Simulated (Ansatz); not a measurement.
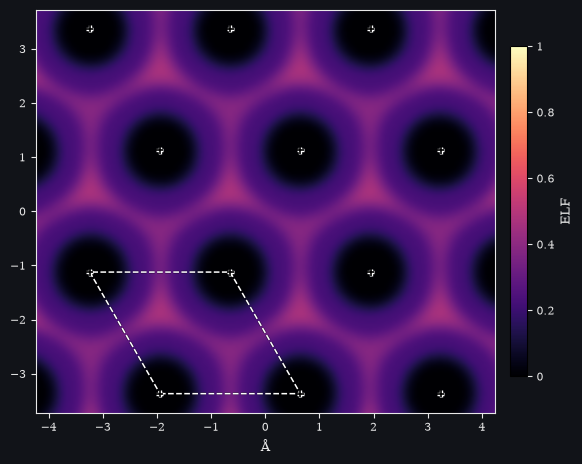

The ELF on a plane through atoms (crosses mark nuclei in the plane).

Theory: DFT PBEsol, scalar-relativistic, plane waves, PAW (Ansatz).

Candidates:
A. SnTe, a = 6.29 Å, b = 6.29 Å, c = 6.29 Å, α = 90.00°, β = 90.00°, γ = 90.00°. Space group Fm-3m.
B. Zn, a = 2.59 Å, b = 2.59 Å, c = 4.90 Å, α = 90.00°, β = 90.00°, γ = 120.00°. Space group P6₃/mmc.
C. Li2Se, a = 5.94 Å, b = 5.94 Å, c = 5.94 Å, α = 90.00°, β = 90.00°, γ = 90.00°. Space group Fm-3m.

Q: Which candidate gave the map?

A: Candidate B: Zn on the (001) plane of the conventional cell, which holds Zn. Zn–Zn (2.59 Å): the ELF is about 0.35 at the midpoint.
